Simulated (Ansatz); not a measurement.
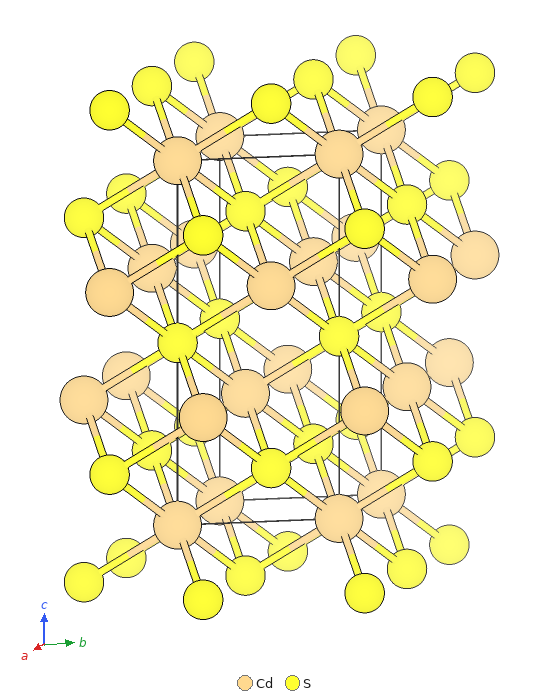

Ball-and-stick representation of a periodic structure, projected slightly off an axis. The lines enclose the conventional unit cell; boundary atoms appear with their images. Neighbours across the faces are drawn wherever a bond reaches them.

CdS, space group R-3m (No. 166), a = 4.080 Å, b = 4.080 Å, c = 8.978 Å, α = 90.00°, β = 90.00°, γ = 120.00°. The model was built from a structure type filled with these elements by a generator (whether the compound takes this form wasn't checked). The cell was then strained or its atoms displaced on purpose. It was run through Ansatz as a DFT input.

This one geometry was computed with Ansatz (DFT, plane waves, PAW) at three levels of theory: PBE, HSE06 and r2SCAN. It was relaxed with r2SCAN and then strained.

Which level gives the highest pressure at this volume, and what does that say about its equilibrium volume?

Highest: PBE (-2.7 GPa), which points to the largest equilibrium volume. Lowest, with the smallest volume: HSE06 (-4.5 GPa) and r2SCAN (-4.5 GPa). Levels within 0.5 GPa of each other can't be told apart.

How does the band gap change with the level of theory?

PBE: a gap of 0.06 eV, indirect; r2SCAN: a gap of 0.52 eV, indirect; HSE06: a gap of 1.01 eV, indirect.

Collect the results in a table.

| level | cutoff (eV) | k-mesh of the run's cell | gap (eV) | pressure (GPa) |
| --- | --- | --- | --- | --- |
| PBE | 420 | 8×8×8 | 0.06 | -2.7 |
| HSE06 | 420 | 6×6×6 | 1.01 | -4.5 |
| r2SCAN | 500 | 8×8×8 | 0.52 | -4.5 |

Gaps are taken on the k-mesh or band path of each run.
